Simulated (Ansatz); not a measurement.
**Run report: Fe₂O₃, band-structure calculation**

Fe₂O₃ (R-3c, 10 atoms in the cell), computed with DFT PBE, scalar-relativistic, plane waves, PAW, spin-polarised (Ansatz 0.2.0).

The structure derives from an entry of the Crystallography Open Database. Figures and captions count atoms from 1; the log counts them from 0 in places.

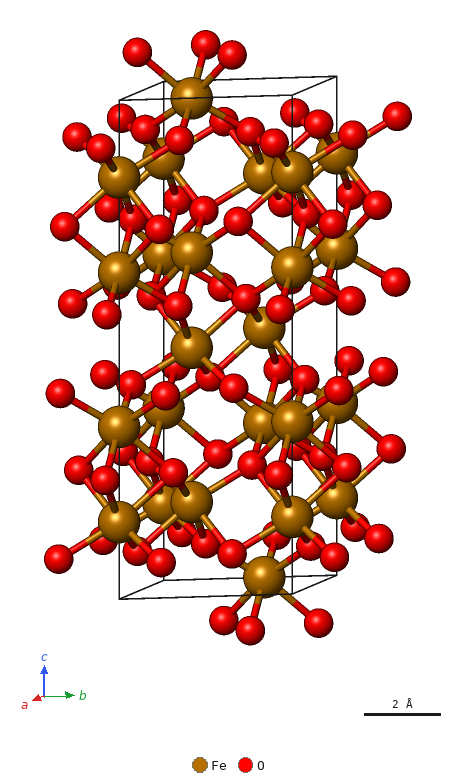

**Figure 1.** The structure (ball-and-stick view of the cell 3 times as large as that of the calculation, set on its symmetry axes, seen slightly off an axis; bonded neighbours outside the cell are drawn too). Near neighbours in the crystal (not all of them lie inside the picture): Fe has 6 O at 1.89 to 1.96 Å; O has 4 Fe at 1.89 to 1.96 Å.

### Input
```yaml
crystal:
  lattice:
    - [2.3865028664, 1.3778480723, 4.4345385194]
    - [-2.3865028664, 1.3778480723, 4.4345385194]
    - [0.0, -2.7556961446, 4.4345385194]
  atoms:
    - { symbol: Fe, position: [0.3454541922, 0.3454541922, 0.3454541922], spin: 0.95 }
    - { symbol: Fe, position: [0.1545458078, 0.1545458078, 0.1545458078], spin: 0.95 }
    - { symbol: Fe, position: [0.6545458078, 0.6545458078, 0.6545458078], spin: 0.95 }
    - { symbol: Fe, position: [0.8454541922, 0.8454541922, 0.8454541922], spin: 0.95 }
    - { symbol: O, position: [0.563218098, 0.936781902, 0.25] }
    - { symbol: O, position: [0.25, 0.563218098, 0.936781902] }
    - { symbol: O, position: [0.936781902, 0.25, 0.563218098] }
    - { symbol: O, position: [0.436781902, 0.063218098, 0.75] }
    - { symbol: O, position: [0.75, 0.436781902, 0.063218098] }
    - { symbol: O, position: [0.063218098, 0.75, 0.436781902] }
basis:
  ecutwfc: 420
  ecutrho_ratio: 4
kpoints:
  mp_grid: { grid: [6, 6, 6] }
  band_path:
    path:
      - [[0.0, 0.0, 0.0], [0.5, 0.5, 0.5], [0.76897355, 0.23102645, 0.5]]
      - [[0.5, -0.23102645, 0.23102645], [0.5, 0.0, 0.0], [0.0, 0.0, 0.0], [0.36551322, -0.36551322, 0.0]]
      - [[0.63448678, 0.0, 0.36551322], [0.5, 0.0, 0.5], [0.0, 0.0, 0.0]]
    npoints: 10
hamiltonian:
  xc: pbe
scf:
  occupations: { method: gaussian, width: 0.05 }
  lower_state_search: "off"
  n_extra_bands: 34
output:
  forces: true
  stress: true
  eigenvalues: true
  populations: true
  dos: { projected: true, de: 0.02, nscf_kmesh: { grid: [9, 9, 9] } }
  bader: false
magnetization:
  spin_polarized: true
checkpoint:
  read: start.run
  write: ck
  compress: false
  write_wavefunctions: false
  write_every: 100000
```

Launch command:
```bash
ansatz run input.yaml --threads 4 --pin off --max-ram 10240MiB --backend cpu --events-out ev --progress --plain --runs-dir out
```

### Output
```
scf.n_extra_bands = 34 over 50 filled bands (N_el = 100.0): the run solves 84 bands
Engine: ansatz 0.2.0, x86_64-unknown-linux-gnu
Pseudopotentials: kind: paw
Pseudopotential: Fe, paw, valence charge 16, recommended cutoff 420 eV (normal), Fe.paw.azcp
Pseudopotential: O, paw, valence charge 6, recommended cutoff 420 eV (normal), O.paw.azcp
Functional definition: PBE
  parameter kappa = 0.804
  parameter beta = 0.06672455060314922
  exchange = pbe_x(kappa = kappa, mu = beta*pi^2/3)
  correlation = pbe_c(beta = beta)
Crystal: 10 atoms, lattice volume = 87.491 Å³
Basis set: ecut = 420 eV, 1689 PW (Γ), exchange–correlation on 72×72×72 points (8 copies of the dense FFT grid, shifted against one another)
Bands: 84, of which v1, the nominal top of the filled ones, is band 50 counted from 1 (49 counted from 0)
Symmetry: 12 space group operations
Space group: R-3c (ITA 167), of the structure as read, at distance tolerance 4.4e-5 Å
Magnetic group: BNS 167.103 (UNI 1333), of the structure as read, at distance tolerance 4.4e-5 Å
k-points: 32 of 216
Non-local potential: Fe, projectors of the file, l = 0: 3, l = 1: 2, l = 2: 3, l = 3: 1
Non-local potential: O, projectors of the file, l = 0: 2, l = 1: 2, l = 2: 1
PAW form: soft (Blöchl's): semilocal exchange-correlation on the pseudo side does not see the compensation charge
PAW one-centre angular grid: Fe, 590 points (default); XC on 64 Gauss nodes
PAW one-centre angular grid: O, 110 points (default); XC on 64 Gauss nodes
Initial density: read from a saved state, or passed on in memory by an earlier SCF of this step, an earlier step, the calling program or the single point that the run made first
Starting moments: Σ|m| = 3.8 μB on 4 of 10 sites; this step starts from the density that it was given
Initial wavefunctions: pseudopotential atomic-orbital guess
Functional: x = pbe(κ = 0.804, μ = 0.2195149727645171), c = pbe(β = 0.06672455060314922)
iter 1 solved again at ethr=2.54e-8 eV; its pass at ethr=3.10e-3 eV (dr2=2.54e-5 eV) is discarded
SCF iter   1: F=—  HF=-21323.645775 eV  |F-HF|=—  |Δ(HF+E_count)|=         —  Δρ=7.69e-7 (↑2.72e-7 ↓7.69e-7)  dr2=6.70e-10  dr2_m=6.15e-11  M=4.000 μB ∫|m|=4.083 μB  β_m=0.30  ethr=2.54e-8  ⟨swp⟩=4.9  Hψ=39531  notcnv=0  defer=4
eigensolver tolerance schedule: the retry pair's looser diagonalisation over-reported the residual by 37988.36 of it (diagonalisation noise at 0.45 of the residual, at the tolerance the schedule requests for it); recorded, not acted on — ethr = c·dr2/N_el stays at c = 1.0e-1
preconditioner: auto → Kerker (q_TF=auto, 2.790 Å⁻¹)  [metal: Δε(μ)=0.009 eV  Ē_g=18.199 eV  σ=0.050 eV  W_gap=0.10  n_scr=26 (ndim 8)  ℏωp=32.7 eV  f_vac=0.030  D(μ)=11.51/eV (n_scr^D=174)]
spin=Collinear: Kerker preconditioning applied to the charge; magnetization (m = ρ↑ − ρ↓) channel mixes plain (no charge-response kernel on spin).
SCF iter   2: F=-21323.645774 eV  HF=-21323.645774 eV  |F-HF|=6.44e-10  |Δ(HF+E_count)|=   3.32e-7  Δρ=5.45e-7 (↑4.31e-7 ↓5.45e-7)  dr2=6.27e-10  dr2_m=4.03e-12  M=4.000 μB ∫|m|=4.083 μB  ethr=1.00e-12  ⟨swp⟩=7.5  Hψ=18442  notcnv=0
SCF 1 converged in 2 iterations: F = -21323.645774 eV  dr2 = 6.27e-10
  greatest PAW one-centre occupation: 1.000 electrons in one spin orbital (limit 2), on the Fe atom at site 3 (counted from 0), in its partial waves of l = 1
NSCF: frozen V_eff on 73 k-points
NSCF: frozen V_eff on 85 k-points
SCF converged after 2 iterations
Magnetization: 4.0000 μB (52.0000 up, 48.0000 down)
Absolute magnetization: 4.0863 μB (∫|ρ↑−ρ↓|, with the PAW one-centre terms)
Spin contamination: 0.0483 ħ² per cell (⟨S²⟩ above its minimum at these occupations)
Per-site moments (μB) at R_I (Å): [(0.8631542570018231, 0.7816622061679083), (0.8631542570018238, 0.7816622061679082), (0.8631542570018234, 0.7816622061679085), (0.8631542570018241, 0.7816622061679085), (0.029208015926881374, 0.7816622061679086), (0.029208015926881343, 0.7816622061679085), (0.029208015926881447, 0.7816622061679085), (0.02920801592688154, 0.7816622061679082), (0.029208015926881253, 0.7816622061679083), (0.02920801592688127, 0.7816622061679082)]
Free energy (F): -21323.645774 eV
Harris-Foulkes:  -21323.645774 eV  (|F-HF|=6.44e-10)
Internal energy: -21323.631388 eV  (E = F + TS)
E sigma→0 (E₀):  -21323.638581 eV
Entropy (-TS):   -0.014386 eV (-1.439 meV/atom)
Fermi energy:    13.866284 eV
--- Per-component energies (eV) ---
  E_band       = -1068.217252
  E_kinetic    = 2443.466122
  E_local      = -11579.129488  (includes V_loc(G=0)·N_el)
  E_nonlocal   = 1161.505405
  E_hartree    = 4730.486304
  E_xc         = -910.313583
  E_vxc        = -1167.510778  (∫ρ·V_xc dr)
  E_paw        = -6402.059017  (= ΣΔE_a)
  E_vpaw       = -1387.541639  (= ΣTr[D̂ρ^β])
  E_aug_tail   = 0.018250  (compensation charges beyond the density's cutoff)
  E_ewald      = -10767.605380
  E_smearing   = -0.014386  (= −TS)
  E_closure    = 0.000000  (closes the sum)
  Σ components = -21323.645774   (vs F -21323.645774, Δ=0.00e0)
--- Forces (eV/Å), atoms counted from 1 ---
  atom   1  Fe    -0.00000000    -0.00000000    -0.00059811
  atom   2  Fe    -0.00000000     0.00000000     0.00059811
  atom   3  Fe     0.00000000     0.00000000     0.00059811
  atom   4  Fe     0.00000000    -0.00000000    -0.00059811
  atom   5  O     -0.00016398    -0.00000000    -0.00000000
  atom   6  O      0.00008199    -0.00014201    -0.00000000
  atom   7  O      0.00008199     0.00014201     0.00000000
  atom   8  O      0.00016398     0.00000000     0.00000000
  atom   9  O     -0.00008199     0.00014201     0.00000000
  atom  10  O     -0.00008199    -0.00014201    -0.00000000
  max |Σ_I F_I| component: 1.15e-17 eV/Å
--- Stress (GPa, compression-positive) ---
       -0.008465       0.000000       0.000000
        0.000000      -0.008465       0.000000
       -0.000000       0.000000      -0.001366
  P = ⅓ Tr σ = -0.0061 GPa (-0.061 kbar)
--- Band table (eV; the first three rows and the last of 64) ---
  k-point 0 ↑: bands = ["-74.3422", "-74.3298", "-74.3283", "-74.3174", "-40.6987", "-40.6750", "-40.5713", "-40.5638", "-40.3257", "-40.3257", "-40.3109", "-40.3109", "-40.2561", "-40.2561", "-40.2543", "-40.2543", "-7.3844", "-5.4705", "-5.4465", "-5.4465", "-5.2960", "-5.2960", "5.2588", "6.4106", "6.4458", "6.4458", "6.5822", "6.5822", "7.5307", "7.5307", "7.5802", "7.8034", "7.8034", "8.4018", "9.1898", "9.6970", "9.6970", "10.6451", "10.8043", "10.8043", "11.1883", "11.9782", "11.9782", "12.0416", "12.3429", "12.3429", "12.3972", "12.3972", "12.8216", "13.2548", "13.3177", "13.3177", "14.3223", "14.3223", "14.4841", "14.4841", "16.1316", "16.1316", "16.3037", "16.3037", "19.3328", "22.7726", "25.5348", "26.1282", "26.1282", "26.4557", "27.0479", "27.1555", "27.1555", "27.5153", "27.5153", "28.0308", "28.1625", "28.8128", "28.8128", "32.1805", "32.7777", "32.8787", "32.8787", "35.8273", "36.3870", "37.3470", "37.3470", "37.4390"]
  k-point 1 ↑: bands = ["-74.3413", "-74.3308", "-74.3274", "-74.3181", "-40.6968", "-40.6761", "-40.5713", "-40.5648", "-40.3258", "-40.3236", "-40.3133", "-40.3068", "-40.2612", "-40.2556", "-40.2545", "-40.2532", "-7.2519", "-5.5296", "-5.4628", "-5.4527", "-5.3749", "-5.3229", "5.4090", "6.1510", "6.4488", "6.4711", "6.5101", "6.8407", "7.4472", "7.5944", "7.6065", "7.7937", "7.9495", "8.8295", "9.0363", "9.6769", "9.6836", "10.1811", "10.4794", "10.5578", "11.3417", "11.7599", "12.1593", "12.2586", "12.3560", "12.3699", "12.4885", "12.4896", "12.9151", "13.1483", "13.2862", "13.3641", "14.3385", "14.3532", "14.5620", "14.6680", "15.9476", "15.9770", "16.1710", "16.2113", "19.8563", "23.3063", "25.0097", "25.2280", "25.5789", "26.1798", "26.8639", "27.1749", "27.7030", "27.9518", "28.0471", "28.3332", "28.4721", "29.1363", "29.3542", "31.3955", "31.9461", "33.1083", "33.3510", "34.8782", "35.6501", "35.8226", "36.9760", "37.4638"]
  k-point 2 ↑: bands = ["-74.3390", "-74.3330", "-74.3254", "-74.3201", "-40.6916", "-40.6796", "-40.5709", "-40.5672", "-40.3255", "-40.3191", "-40.3157", "-40.2992", "-40.2712", "-40.2604", "-40.2516", "-40.2511", "-6.8843", "-5.8605", "-5.4784", "-5.4688", "-5.4343", "-5.3810", "5.6528", "6.1164", "6.2450", "6.5836", "6.6620", "6.9930", "7.4703", "7.6600", "7.7043", "8.0033", "8.1887", "8.6579", "9.0775", "9.2308", "9.4914", "9.7348", "10.1572", "10.3419", "11.4392", "11.5705", "12.3856", "12.4224", "12.5334", "12.5659", "12.7246", "12.7319", "12.9382", "12.9639", "13.1465", "13.2437", "14.5752", "14.6265", "14.7332", "15.0504", "15.5052", "15.5402", "15.8718", "15.9344", "21.1240", "23.8786", "24.2473", "24.5821", "24.6210", "26.1408", "26.9508", "27.4037", "27.6407", "27.6883", "28.3830", "29.3712", "29.4214", "29.7279", "30.1506", "30.3613", "31.5507", "32.3606", "33.6052", "34.1101", "34.2207", "34.8762", "35.7872", "36.6432"]
  k-point 31 ↓: bands = ["-73.2661", "-73.2661", "-73.2492", "-73.2492", "-39.5239", "-39.5239", "-39.4106", "-39.4106", "-39.3357", "-39.3357", "-39.3357", "-39.3357", "-39.2661", "-39.2661", "-39.2661", "-39.2661", "-6.4639", "-6.4639", "-5.3106", "-5.3106", "-5.3106", "-5.3106", "6.7498", "6.7498", "6.8000", "6.8000", "6.8000", "6.8000", "7.7536", "7.7536", "7.8661", "7.8661", "7.8661", "7.8661", "9.5138", "9.5138", "10.0187", "10.0187", "10.0187", "10.0187", "13.0636", "13.0636", "13.0636", "13.0636", "13.7916", "13.7916", "13.8188", "13.8188", "13.8188", "13.8188", "13.9326", "13.9326", "15.4411", "15.4411", "15.4411", "15.4411", "16.0868", "16.0868", "16.0868", "16.0868", "21.9230", "21.9230", "26.5263", "26.5263", "26.6045", "26.6045", "26.6045", "26.6045", "27.7877", "27.7877", "29.1473", "29.1473", "29.1473", "29.1473", "29.6486", "29.6486", "31.2400", "31.2400", "34.4921", "34.4921", "34.4921", "34.4921", "38.0555", "38.0555"]
--- Löwdin populations: 10 sites ---
  site symbol       q [e]    m [muB]
     0     Fe     15.0051     0.9354
     1     Fe     15.0051     0.9354
     2     Fe     15.0051     0.9354
     3     Fe     15.0051     0.9354
     4      O      6.6063     0.0429
     5      O      6.6063     0.0429
     6      O      6.6063     0.0429
     7      O      6.6063     0.0429
     8      O      6.6063     0.0429
     9      O      6.6063     0.0429
  spilling = 0.003417 (of n_electrons = 100.000000)
```

### File populations.tsv
```
# site	symbol	l	j	q_up	q_dn
# orbitals = lowdin
# n_electrons = 100.000000
# spilling = 0.003417
0	Fe	0_3S	-	0.993114	0.993252
0	Fe	0_4S	-	0.219117	0.211338
0	Fe	1_3P	-	2.997903	2.997758
0	Fe	2_3D	-	3.760101	2.832535
1	Fe	0_3S	-	0.993114	0.993252
1	Fe	0_4S	-	0.219117	0.211338
1	Fe	1_3P	-	2.997903	2.997758
1	Fe	2_3D	-	3.760101	2.832535
2	Fe	0_3S	-	0.993114	0.993252
2	Fe	0_4S	-	0.219117	0.211338
2	Fe	1_3P	-	2.997903	2.997758
2	Fe	2_3D	-	3.760101	2.832535
3	Fe	0_3S	-	0.993114	0.993252
3	Fe	0_4S	-	0.219117	0.211338
3	Fe	1_3P	-	2.997903	2.997758
3	Fe	2_3D	-	3.760101	2.832535
4	O	0_2S	-	0.889071	0.887724
4	O	1_2P	-	2.435527	2.393982
5	O	0_2S	-	0.889071	0.887724
5	O	1_2P	-	2.435527	2.393982
6	O	0_2S	-	0.889071	0.887724
6	O	1_2P	-	2.435527	2.393982
7	O	0_2S	-	0.889071	0.887724
7	O	1_2P	-	2.435527	2.393982
8	O	0_2S	-	0.889071	0.887724
8	O	1_2P	-	2.435527	2.393982
9	O	0_2S	-	0.889071	0.887724
9	O	1_2P	-	2.435527	2.393982
```

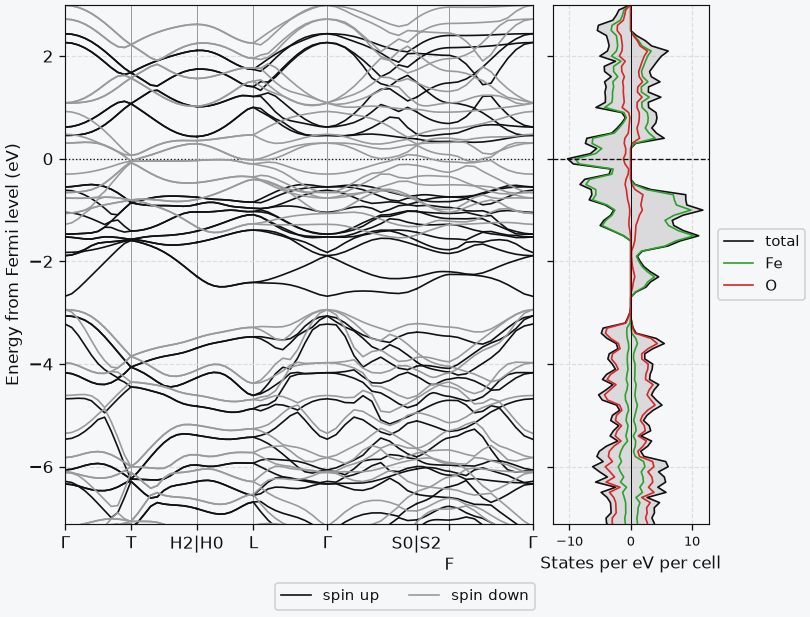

**Figure 2.** Band structure along Γ–T–H2|H0–L–Γ–S0|S2–F–Γ and density of states (projected on Löwdin-orthogonalised atomic shells), with energies from the Fermi level. One spin channel is metallic and the other has a gap: a half-metal.

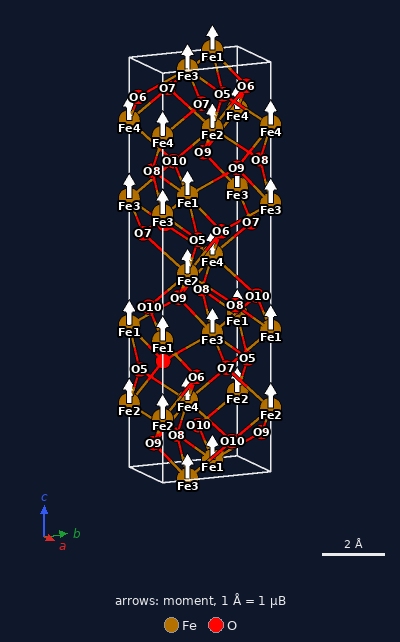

**Figure 3.** Magnetic moments of the sites as white arrows (ball-and-stick view of the cell 3 times as large as that of the calculation, set on its symmetry axes, seen slightly off an axis; atoms are numbered from 1 in the order of the input); small moments hardly show. The run is collinear, so the axis drawn is arbitrary. Site moments: all 4 Fe atoms (0.86 μB). They are counted near the atoms and needn't add up to the moment of the cell.

### Results in brief

| quantity | value |
| --- | --- |
| outcome | converged |
| space group (tolerance 0.01 Å) | R-3c (167) |
| electrons treated | 100 |
| free energy | −21323.6458 eV |
| Fermi energy | 13.866 eV |
| gap on the k-point mesh | none (metallic) |
| net moment of the cell | 4.00 μB |
| integrated absolute moment | 4.09 μB |
| pressure | −0.01 GPa |
| largest force (length of the vector) | 0.001 eV/Å |
| hardware | 4 threads of AMD EPYC (Zen 3), 189 GiB of memory available, shared host |
| wall time | 42 s (CPU time 2.7 min) |
| peak memory | 0.99 GiB |

### Remarks

The program warns: the state was not tested for a lower one.
